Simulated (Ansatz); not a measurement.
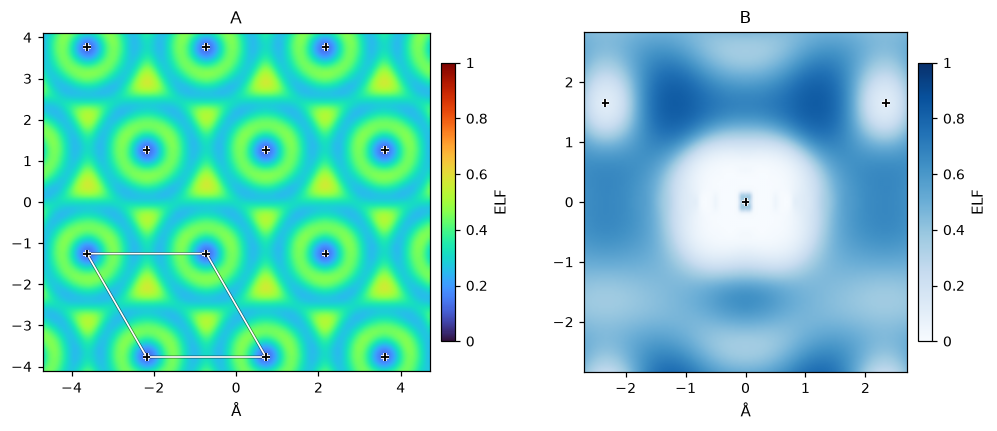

The ELF of 2 systems, each on a plane through atoms (crosses mark nuclei in the plane).

Computed with Ansatz 0.2.0, Kohn-Sham DFT of a periodic cell, PBEsol, all-electron PAW datasets made for the crystal.

System 1: Ta, the (001) plane of the conventional cell. Space group P6₃/mmc; a structure from a database of computed crystals, not necessarily the ambient phase; computed pressure about −7 GPa in this cell.

```yaml
crystal:
  lattice:
    - [2.90037, 0.00000, 0.00000]
    - [-1.45019, 2.51180, 0.00000]
    - [0.00000, 0.00000, 5.16627]
  atoms:
    - { symbol: Ta, position: [0.33333, 0.66667, 0.25000] }
    - { symbol: Ta, position: [0.66667, 0.33333, 0.75000] }
```

System 2: TiAl, the (110) plane of the conventional cell. Space group P-6m2; a structure from a database of computed crystals, not necessarily the ambient phase; computed pressure about −3 GPa in this cell.

Match each panel to its system.

Panel A is system 1, Ta: the plane holds Ta. Ta–Ta (2.90 Å): the ELF is about 0.30 at the midpoint. Panel B is system 2, TiAl: the plane holds Ti and Al. Ti–Al (2.87 Å): the ELF is about 0.50 at the midpoint.
